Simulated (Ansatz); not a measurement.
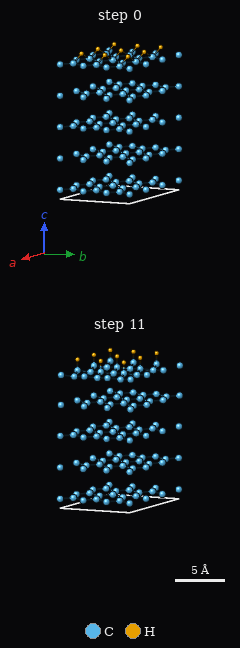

The structure of a slab of composition HC₁₀ (cut from the P6_3/mmc phase) before (top) and after (bottom) a constrained relaxation, at one scale.

A ball-and-stick model of the 3 × 3 repeat of the cell, outlined in the plane, without the vacuum, seen from a free direction.

Case: H put at a bridge C-C site. The slab is the (0 0 1) face of C with H on it. 4 atoms are held fixed.

Theory: Ansatz 0.2.0, DFT PBE+D3(BJ), scalar-relativistic, plane waves, PAW.

Input file:
```yaml
crystal:
  lattice:
    - [2.4649634496, 0.0, 0.0]
    - [-1.2324817248, 2.1347209668, 0.0]
    - [0.0, 0.0, 32.4810787678]
  atoms:
    - { symbol: C, position: [0.0, 0.0, 0.2616908206] }
    - { symbol: C, position: [0.6666666667, 0.3333333333, 0.2616908157] }
    - { symbol: C, position: [0.0, 0.0, 0.3654518341] }
    - { symbol: C, position: [0.3333333333, 0.6666666667, 0.3654518293] }
    - { symbol: C, position: [0.0, 0.0, 0.4692128476] }
    - { symbol: C, position: [0.6666666667, 0.3333333333, 0.4692128428] }
    - { symbol: C, position: [0.0, 0.0, 0.5729738612] }
    - { symbol: C, position: [0.3333333333, 0.6666666667, 0.5729738563] }
    - { symbol: C, position: [0.0, 0.0, 0.6767348747] }
    - { symbol: C, position: [0.6666666667, 0.3333333333, 0.6767348698] }
    - { symbol: H, position: [0.1666666667, 0.3333333333, 0.7013645985] }
basis:
  ecutwfc: 420
kpoints:
  mp_grid: { grid: [12, 12, 1] }
hamiltonian:
  xc: pbe
  dispersion: d3bj
scf:
  occupations: { method: gaussian, width: 0.1 }
output:
  forces: true
  eigenvalues: true
relax:
  adjacent_minimum: "off"
  f_tol: 0.03
  max_steps: 70
  constraints: [{ sites: [0, 1, 2, 3] }]
efield:
  axis: 3
  dipole_correction: true
```

Q: Describe what moved and what it gained.

A: The atom that moves furthest is H11 (0.61 Å at 69° to the normal (+c side)). By element the largest moves are H 0.61 Å, C 0.44 Å. The cell doesn't change. Among the contacts that change: C10–H11 1.469 → 2.025 Å, C9–H11 1.071 → 1.174 Å, C9–C10 1.423 → 1.448 Å. Bond angles that change, for instance: C10–C9–H11 131.7° → 100.7°, C10–C9–H11 70.6° → 100.6°, C10–C9–C10 120.0° → 116.7°. The energy falls by 1.751 eV per cell of the calculation in 10 accepted moves (11 points after the start). Largest force component: 5.3 eV/Å at the start, 0.015 eV/Å at the end. The line search rejected the trial step at point 6 of the run. The run may lie on a higher electronic state than the lowest, so the end point isn't shown to be the ground-state structure.

Limits of the set-up: the periodic images lie only 2.5 Å apart, so the values are limited by the cell's size.
